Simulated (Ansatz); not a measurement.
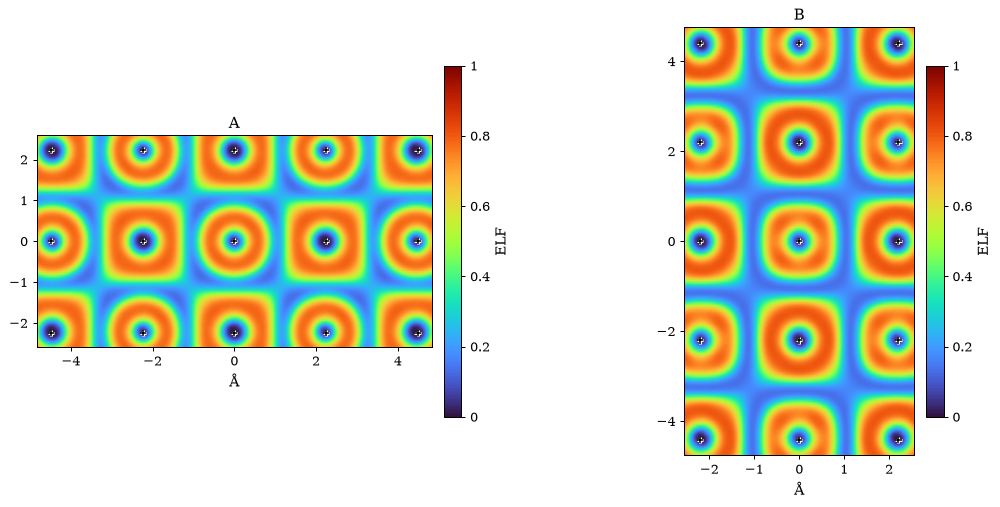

The ELF of 2 systems, each on a plane through atoms (crosses mark nuclei in the plane).

Theory: Ansatz, DFT r2SCAN, scalar-relativistic, plane waves, PAW.

System 1: NbN, the (001) plane of the conventional cell. Space group Fm-3m.

```
CELL_PARAMETERS angstrom
4.41169 0.00000 0.00000
0.00000 4.41169 0.00000
0.00000 0.00000 4.41169
ATOMIC_POSITIONS crystal
Nb 0.50000 0.00000 0.00000
Nb 0.00000 0.50000 0.00000
Nb 0.00000 0.00000 0.50000
Nb 0.50000 0.50000 0.50000
N 0.00000 0.00000 0.00000
N 0.50000 0.50000 0.00000
N 0.50000 0.00000 0.50000
N 0.00000 0.50000 0.50000
```

System 2: NbC, the (010) plane of the conventional cell. Space group Fm-3m; computed without spin polarisation.

Question: Which map belongs to which system?

Answer: Panel A is system 2, NbC: the plane holds Nb and C. Nb–C (2.24 Å): the ELF peaks at about 0.75 in the valence shell of C, 0.7 Å from its nucleus, and is about 0.25 at the midpoint. Panel B is system 1, NbN: the plane holds Nb and N. Nb–N (2.21 Å): the ELF peaks at about 0.80 in the valence shell of N, 0.6 Å from its nucleus, and is about 0.15 at the midpoint; no localised pair shows between them.
